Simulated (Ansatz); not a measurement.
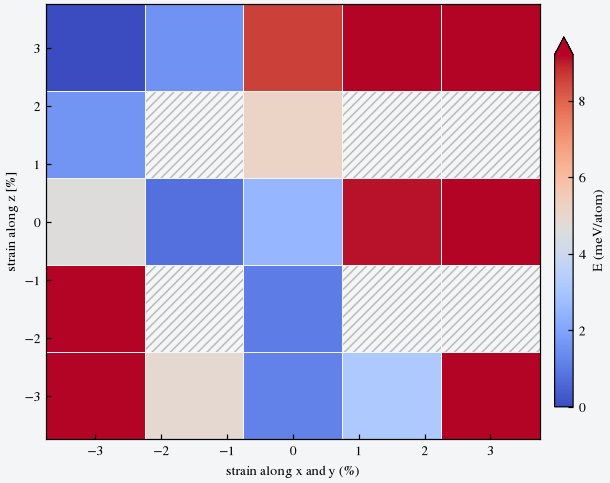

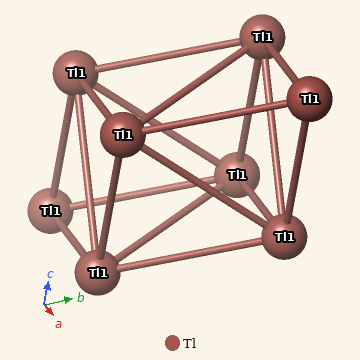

Energy landscape of Tl (Fm-3m, No. 225; 1 atom in the cell). The cell is strained homogeneously, by one strain along x and y and another along z, with fractional coordinates fixed (x, y and z along the cube axes). First axis: strain along x and y. Second axis: strain along z. The scan uses a 5 × 5 grid. At 6 points there is no value. All energies are given in meV/atom relative to the lowest grid point. The reference cell is the one listed in the database, not relaxed at this level. Theory: Ansatz, DFT PBE+D3(BJ), scalar-relativistic, plane waves, PAW. Settings: cutoff 420 eV, k-mesh 16×16×16, gaussian smearing 0.15 eV, no spin polarisation.

Drawn: one coloured cell a grid point, one colour for all values above the top of the scale, hatched blanks where no value was computed. The second picture is the structure at the lowest point

Q: Where are the lowest and the highest points?

A: The lowest grid point is at strain along x and y = −3.0 %, strain along z = 3.0 %. It lies at the edge of the scanned range, so the true minimum may lie outside. Other grid points that lie below all their neighbours: strain along x and y = −1.5 %, strain along z = 0.0 % (0.8 meV/atom higher). The highest grid point, strain along x and y = 3.0 %, strain along z = 3.0 %, lies 34.6 meV/atom above the lowest.
